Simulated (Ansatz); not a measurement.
```
CELL_PARAMETERS angstrom
3.21882 0.00000 0.00000
-1.60941 2.78758 0.00000
0.00000 0.00000 5.26334
ATOMIC_POSITIONS crystal
Co 0.33333 0.66667 0.50336
Co 0.00000 0.00000 0.00347
O 0.33333 0.66667 0.87156
O 0.00000 0.00000 0.37161
```

Space group P6₃mc; a structure from a database of computed crystals, not necessarily the ambient phase; computed pressure about −20 GPa in this cell; the program warned that a starting moment wasn't kept; spin-polarised.

Level of theory: Kohn-Sham DFT of a periodic cell, LDA, Ansatz PAW (Ansatz).

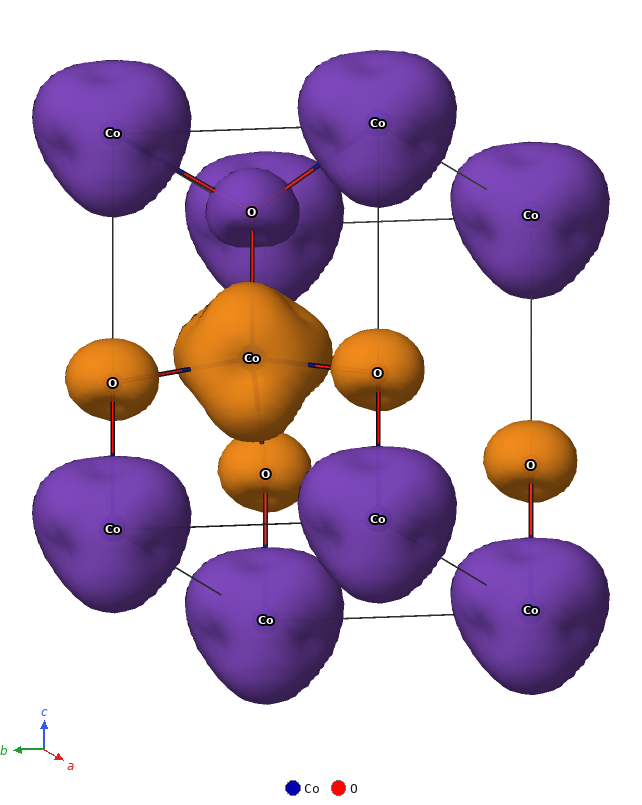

CoO. Isosurfaces of the magnetisation density (up minus down) at +0.08 (orange) and −0.08 e/Å³ (purple), seen at an oblique angle. Sticks mark near contacts.

The density is the valence pseudo-density of a PAW calculation; it isn't the true density close to the nuclei.

Where is the spin, and how is it ordered?

Answer. The spin density sits on Co: +2.0 μB and −2.0 μB in one cell of 4 atoms, with smaller moments on other sites: O (±0.16 μB): antiferromagnetic in this solution, which needn't be the ground state, with some nearest magnetic neighbours parallel and some opposed. The cell of the calculation (4 atoms) carries 0.0 μB of net spin moment.
